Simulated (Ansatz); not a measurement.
Ta (slab)

Input

```
crystal:
  lattice:
    - [2.9525883343, 0.0, 0.0]
    - [-1.4762941672, 2.5570165044, 0.0]
    - [0.0, 0.0, 24.6431131194]
  atoms:
    - { symbol: Ta, position: [0.6666666667, 0.3333333333, 0.3043446647] }
    - { symbol: Ta, position: [0.3333333333, 0.6666666667, 0.4021723324] }
    - { symbol: Ta, position: [0.0, 0.0, 0.5] }
    - { symbol: Ta, position: [0.6666666667, 0.3333333333, 0.5978276676] }
    - { symbol: Ta, position: [0.3333333333, 0.6666666667, 0.6956553353] }
basis:
  ecutwfc: 420
kpoints:
  mp_grid: { grid: [12, 12, 1] }
hamiltonian:
  xc: pbesol
scf:
  occupations: { method: gaussian, width: 0.1 }
output:
  forces: true
  eigenvalues: true
  write_density: true
  write_potential: true
  elf: true
  volumetric_format: npy
relax:
  adjacent_minimum: "off"
  f_tol: 0.02
  max_steps: 60
efield:
  axis: 3
  dipole_correction: true
  ramp_width: 0.04
```

Launched as:

```sh
ansatz run input.yaml --threads 1 --pin off --max-ram 2560MiB --backend cpu --events-out ev --progress --plain --runs-dir out
```

The fields are those of the relaxed geometry.

Computed without spin polarisation.

Computed with DFT PBEsol, scalar-relativistic, plane waves, PAW (Ansatz 0.2.0).

Q: What can the converged valence pseudo-density and electron localisation function tell about the bonding?

A: Ta–Ta (2.95 Å): ρ is about 0.28 e/Å³ halfway; the ELF is about 0.30 at the midpoint.

Q: Metal or insulator at this level of theory?

A: It is metallic or semimetallic at this level of theory: no gap opens.

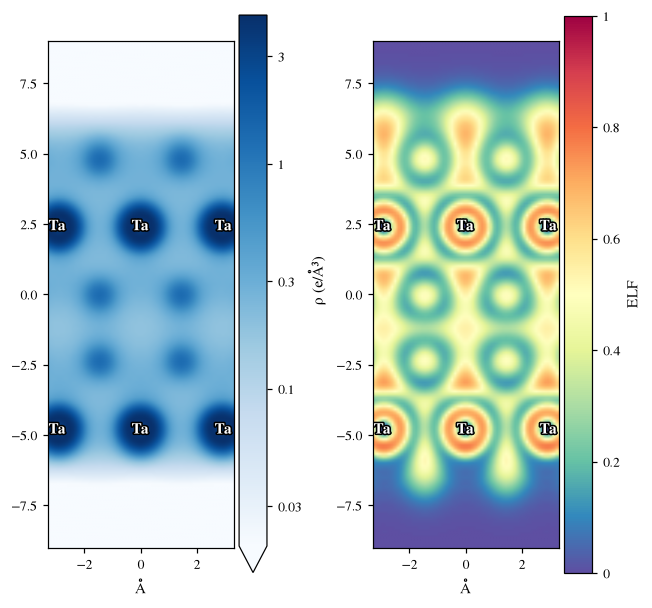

Computed valence pseudo-density and electron localisation function on the (11̄0) plane of the calculation cell, a cut from vacuum to vacuum, in this order. Atoms just off the plane (Ta, 0.9 Å away) can leave unmarked features too.

The density is the valence pseudo-density of a PAW calculation; it isn't the true density close to the nuclei.
